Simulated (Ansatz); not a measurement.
# Ni3Ge: 7 runs along one coordinate

System: Ni3Ge (4 atoms in the cell).
Method: Kohn-Sham DFT of a periodic cell, LDA, Ansatz PAW, spin-polarised (Ansatz 0.2.0).

The 7 runs differ only in the geometry, by an even scaling of the cell at fixed fractional positions. The structure derives from a Materials Project entry.

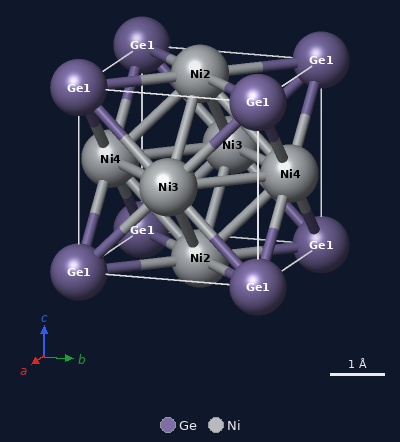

Figure 1. The structure of run 4 (ball-and-stick view of the cell of the calculation, seen slightly off an axis; atoms are numbered from 1 in the order of the input). An atom can appear more than once, as a periodic image.

### Input of run 4
```yaml
crystal:
  lattice:
    - [3.5303341067, 0.0, 0.0]
    - [0.0, 3.5303341067, 0.0]
    - [0.0, 0.0, 3.5303341067]
  atoms:
    - { symbol: Ge, position: [0.0, 0.0, 0.0] }
    - { symbol: Ni, position: [0.5, 0.5, 0.0], spin: 1.0 }
    - { symbol: Ni, position: [0.0, 0.5, 0.5], spin: 1.0 }
    - { symbol: Ni, position: [0.5, 0.0, 0.5], spin: 1.0 }
hamiltonian:
  xc: lda
  pseudopotentials: { kind: paw }
magnetization:
  spin_polarized: true
kpoints:
  mp_grid: { grid: [8, 8, 8] }
scf:
  occupations: { method: fermi_dirac, width: 0.05 }
output:
  forces: true
  stress: true
  eigenvalues: true
```

Command:
```bash
ansatz run input.yaml --threads 2 --pin off --max-ram 5632MiB --backend cpu --events-out ev --progress --plain --runs-dir out
```

Run 3 differs from it as follows:
```diff
-    - [3.5303341067, 0.0, 0.0]
-    - [0.0, 3.5303341067, 0.0]
-    - [0.0, 0.0, 3.5303341067]
+    - [3.5066398753, 0.0, 0.0]
+    - [0.0, 3.5066398753, 0.0]
+    - [0.0, 0.0, 3.5066398753]
```

### Results, with one run withheld

```tsv
run	volume per atom (Å³)	free energy per atom, from the lowest run given (meV)	pressure (GPa)
1	10.340	5.44	6.72
2	10.560	0.00	1.31
3	10.780	?	?
4	11.000	9.32	−7.73
5	11.220	22.59	−11.49
6	11.440	40.69	−14.82
7	11.660	63.11	−17.76
```

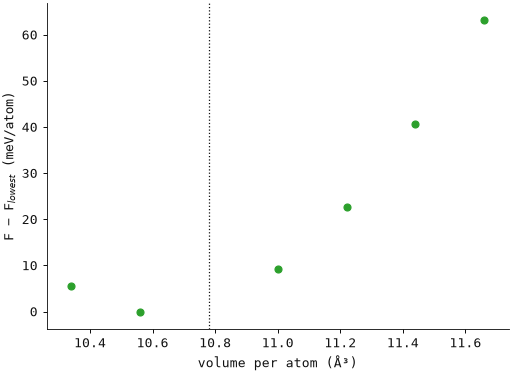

Figure 2. Free energy per atom of the runs given; the dotted line marks run 3.

Estimate the energy of run 3 from the others.

A cubic polynomial in V^(−2/3) (the Birch–Murnaghan form), fitted to the 6 runs given, misses them by at most 0.01 meV per atom. With x = V^(−2/3) − 0.20193 Å⁻², it reads F = 10.336 − 4140.7 x + 4.0099e+05 x² + 8.8161e+05 x³ (meV per atom). At run 3 it gives 1.56 meV per atom, and the run itself gives 1.56. The slope of the fit gives a pressure −dF/dV of −3.49 GPa there, and the run prints −3.49 GPa. The fit has its minimum at 10.617 Å³ per atom, where V d²F/dV² gives 238 GPa: the bulk modulus at this level, since symmetry fixes the shape and the positions.

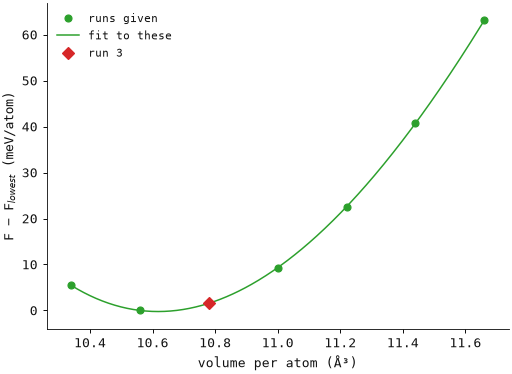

Figure 3. The fit and the withheld run.

### Output, shortened to warnings, some set-up lines, iterations and results (run 3)
```
WARN: the starting moments were not kept: the SCF closed with an absolute magnetisation of 8.8e-7 μB, where they sum to 3 μB in size (3 sites). That is at most 0.1 of that sum. Measured as dr2_m measures the in/out step, that magnetisation stands 4.6e-13 eV from none, at or under the dr2_threshold of 1.0e-7 eV: it is no larger than a step whose dr2_m would equal this threshold. The system may …
Basis set: ecut = 420 eV, 847 PW (Γ)
Symmetry: 48 space group operations
k-points: 35 of 512
Initial density: superposition of atomic densities (chi_scale 0.1, normalization cell)
[...]
SCF iter   1: F=—  HF=-21533.304581 eV  |F-HF|=—  |Δ(HF+E_count)|=         —  Δρ=1.45e-1 (↑1.45e-1 ↓7.54e-2)  dr2=1.73e0  dr2_m=4.53e0  M=0.292 μB ∫|m|=0.428 μB  β_m=0.30  …
SCF iter   2: F=—  HF=-21533.403814 eV  |F-HF|=—  |Δ(HF+E_count)|=   9.92e-2  Δρ=9.47e-2 (↑6.98e-2 ↓9.47e-2)  dr2=6.02e-1  dr2_m=2.59e0  M=0.188 μB ∫|m|=0.299 μB  β_m=0.53  …
SCF iter   3: F=—  HF=-21536.174095 eV  |F-HF|=—  |Δ(HF+E_count)|=    2.77e0  Δρ=4.88e-2 (↑3.38e-2 ↓4.88e-2)  dr2=4.05e-1  dr2_m=6.40e-1  M=0.103 μB ∫|m|=0.174 μB  β_m=0.77  …
SCF iter   4: F=—  HF=-21537.456839 eV  |F-HF|=—  |Δ(HF+E_count)|=    1.28e0  Δρ=2.79e-2 (↑2.28e-2 ↓2.79e-2)  dr2=9.22e-1  dr2_m=2.85e-3  M=0.008 μB ∫|m|=0.025 μB  β_m=0.77  …
SCF iter   5: F=—  HF=-21537.268738 eV  |F-HF|=—  |Δ(HF+E_count)|=   1.88e-1  Δρ=5.86e-3 (↑5.86e-3 ↓4.06e-3)  dr2=1.85e-2  dr2_m=4.41e-4  M=0.004 μB ∫|m|=0.009 μB  β_m=0.80  …
SCF iter   6: F=—  HF=-21537.276456 eV  |F-HF|=—  |Δ(HF+E_count)|=   7.72e-3  Δρ=4.83e-3 (↑4.83e-3 ↓4.51e-3)  dr2=1.88e-2  dr2_m=1.16e-5  M=0.002 μB ∫|m|=0.003 μB  β_m=0.85  …
SCF iter   7: F=—  HF=-21537.275486 eV  |F-HF|=—  |Δ(HF+E_count)|=   9.70e-4  Δρ=6.03e-4 (↑6.03e-4 ↓3.70e-4)  dr2=3.34e-4  dr2_m=5.27e-5  M=-0.001 μB ∫|m|=0.001 μB  β_m=0.92  …
SCF iter   8: F=—  HF=-21537.275451 eV  |F-HF|=—  |Δ(HF+E_count)|=   3.55e-5  Δρ=2.31e-4 (↑2.17e-4 ↓2.31e-4)  dr2=6.35e-5  dr2_m=4.15e-8  M=0.000 μB ∫|m|=0.000 μB  β_m=0.96  …
SCF iter   9: F=—  HF=-21537.275440 eV  |F-HF|=—  |Δ(HF+E_count)|=   1.09e-5  Δρ=9.71e-5 (↑9.16e-5 ↓9.71e-5)  dr2=1.13e-5  dr2_m=5.23e-9  M=-0.000 μB ∫|m|=0.000 μB  β_m=0.98  …
SCF iter  10: F=—  HF=-21537.275439 eV  |F-HF|=—  |Δ(HF+E_count)|=   9.21e-7  Δρ=6.27e-6 (↑6.11e-6 ↓6.27e-6)  dr2=8.39e-8  dr2_m=3.37e-10  M=-0.000 μB ∫|m|=0.000 μB  β_m=0.99 …
SCF iter  11: F=—  HF=-21537.275439 eV  |F-HF|=—  |Δ(HF+E_count)|=   3.02e-8  Δρ=6.65e-6 (↑6.65e-6 ↓6.50e-6)  dr2=5.11e-8  dr2_m=9.51e-12  M=-0.000 μB ∫|m|=0.000 μB  β_m=1.00 …
SCF iter  12: F=-21537.275439 eV  HF=-21537.275439 eV  |F-HF|=7.57e-10  |Δ(HF+E_count)|=   1.04e-8  Δρ=8.75e-7 (↑8.75e-7 ↓8.28e-7)  dr2=6.94e-10  dr2_m=3.69e-13  M=-0.000 μB …
SCF 1 converged in 12 iterations: F = -21537.275439 eV  dr2 = 6.94e-10
WARN: the starting moments were not kept: the SCF closed with an absolute magnetisation of 8.8e-7 μB, where they sum to 3 μB in size (3 sites). That is at most 0.1 of that sum. Measured as dr2_m measures the in/out step, that magnetisation stands 4.6e-13 eV from none, at or under the dr2_threshold …
SCF converged after 12 iterations
Magnetization: -0.0000 μB (34.0000 up, 34.0000 down)
Absolute magnetization: 0.0000 μB (∫|ρ↑−ρ↓|, with the PAW one-centre terms)
Spin contamination: 0.0000 ħ² per cell (⟨S²⟩ above its minimum at these occupations)
Per-site moments (μB) at R_I (Å): [(4.1202233116097326e-8, 1.022822144439059), (-1.7743887674604121e-7, 1.022822144439059), (-1.7743887671528338e-7, 1.022822144439059), (-1.7743887637970987e-7, 1.022822144439059)]
Free energy (F): -21537.275439 eV
Harris-Foulkes:  -21537.275439 eV  (|F-HF|=7.57e-10)
Internal energy: -21537.258171 eV  (E = F + TS)
E sigma→0 (E₀):  -21537.266805 eV
Entropy (-TS):   -0.017268 eV (-4.317 meV/atom)
Fermi energy:    18.772760 eV
--- Per-component energies (eV) ---
  E_band       = -820.910412
  E_kinetic    = 972.682064
  E_local      = -12065.902065  (includes V_loc(G=0)·N_el)
  E_nonlocal   = 2344.786054
  E_hartree    = 5116.774145
  E_xc         = -333.136614
  E_vxc        = -399.201513  (∫ρ·V_xc dr)
[...]
```

The program warns: some starting moments were not kept.
